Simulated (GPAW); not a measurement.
BAs (F-43m): refractive index against wavelength

The refractive index of BAs (F-43m) below the direct gap (3.27 eV on the mesh) is read from one computed spectrum, n = √(Re ε).

Symmetry: F-43m, No. 216, cubic system. Conventional cell: a = 4.777 Å, b = 4.777 Å, c = 4.777 Å, α = 90.00°, β = 90.00°, γ = 90.00°. Around As on site c lie 4 B at 2.07 Å. B on site a is surrounded by 4 As at 2.07 Å.

Method: GPAW 26.7.0, LDA, RPA, k-mesh 12×12×12, local fields up to 50 eV, Lorentzian half width 0.15 eV.

Launch of the response step: `OMP_NUM_THREADS=1 python df.py`. The run took 44 s, its band step included, on 1 thread of Arm Neoverse V1, on a shared host.

| wavelength (nm) | photon energy E (eV) | n |
| --- | --- | --- |
| 1550 | 0.800 | 3.1471 |
| 1310 | 0.946 | 3.1601 |
| 1064 | 1.165 | 3.1842 |
| 850 | 1.459 | 3.2266 |
| 700 | 1.771 | 3.2862 |
| 633 | 1.959 | 3.3308 |
| 532 | 2.331 | ? |

In the single-oscillator model n² − 1 = E₀E_d/(E₀² − E²), so 1/(n² − 1) = E₀/E_d − E²/(E₀E_d) is linear in E².

Working, on the rows shown:

| x = E² (eV²) | y = 1/(n² − 1) |
| --- | --- |
| 0.639837 | 0.112306 |
| 0.895757 | 0.111281 |
| 1.35784 | 0.10942 |
| 2.12762 | 0.106259 |
| 3.13716 | 0.10205 |
| 3.83641 | 0.0990665 |

Means: x̄ = 1.9991, ȳ = 0.10673. Σ(x − x̄)(y − ȳ) = -0.03379, Σ(x − x̄)² = 8.164. Slope = -0.03379 / 8.164 = -0.004139; intercept = ȳ − slope · x̄ = 0.11501. Turned back into n, the line misses the rows shown by at most 0.0009.

Q: What does the fit predict for the withheld row, and how well does it do?

A: At x = 5.4314 the line gives y = 0.092523, that is 3.4363. The run gave 3.4449, so the extrapolation is off by 0.0086, 3 % of the range in the table.

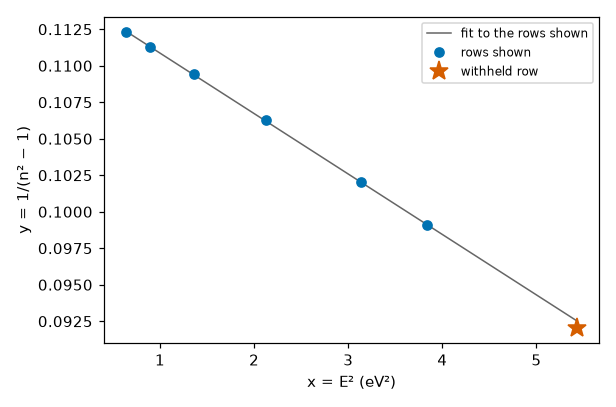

Refitted with all rows, the slope is -0.004221 and the intercept 0.11514. These give E₀ = √(intercept/−slope) = 5.22 eV and E_d = E₀/intercept = 45.4 eV; E₀ is 1.6 times the direct gap. The electronic limit at long wavelengths, without lattice vibrations, is n = √(1 + 1/intercept) = 3.112. Excitons are left out; LDA gaps are as a rule too small. The values come from a sum over the points of one k-mesh and carry its error, which grows as the direct gap shrinks. The local-field cutoff holds few shells of reciprocal vectors for this small cell, so ε∞ can read a few per cent high. Spin-orbit coupling is left out.
